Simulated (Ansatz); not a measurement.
Start from this file.

```yaml
crystal:
  lattice:
    - [3.19765, 0.00000, 0.00000]
    - [-1.59882, 2.76924, 0.00000]
    - [0.00000, 0.00000, 5.22871]
  atoms:
    - { symbol: Co, position: [0.33333, 0.66667, 0.00347] }
    - { symbol: Co, position: [0.66667, 0.33333, 0.50347] }
    - { symbol: O, position: [0.33333, 0.66667, 0.37161] }
    - { symbol: O, position: [0.66667, 0.33333, 0.87161] }
```

> Work out the structure from the coordinates.

It has the composition CoO. Its lattice is primitive hexagonal, its space group P6_3mc (No. 186). The prototype is wurtzite. There are 4 atoms in the cell: 2 Co, 2 O. About every Co there are four O in a tetrahedral arrangement at 1.92 to 1.97 Å. The O atoms are each bonded to four Co in a tetrahedral arrangement at 1.92 to 1.97 Å. The bonds build a three-dimensional framework.

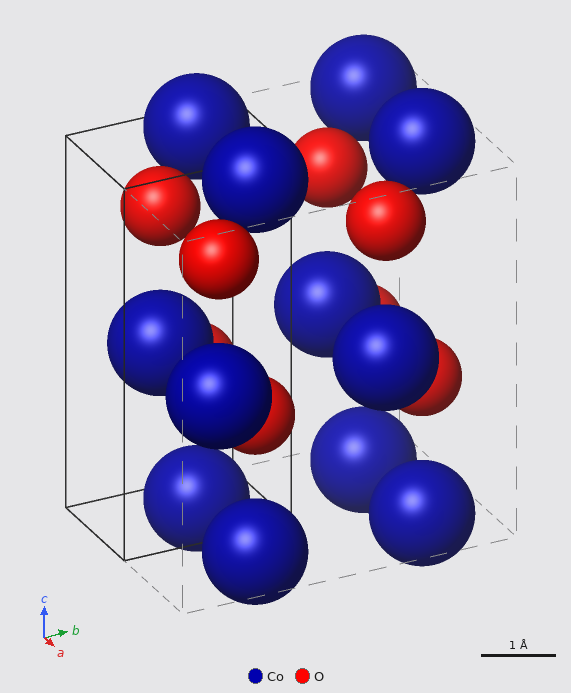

View slightly off an axis, drawn as a spheres-only model. A block of 2×2×1 cells is shown, with one conventional unit cell in solid outline. Colours: cobalt blue, oxygen red.

The starting point was a structure listed in the Materials Project. Earlier steps of the study, as a rule a relaxation of our own, may have changed the cell and positions, so they can lie some per cent off the listed ones. It went into a calculation with Ansatz.

At this level of theory the run's own cell isn't at rest (stretched, at -7 GPa), so its distances can differ from those at equilibrium, the more so the softer the solid.
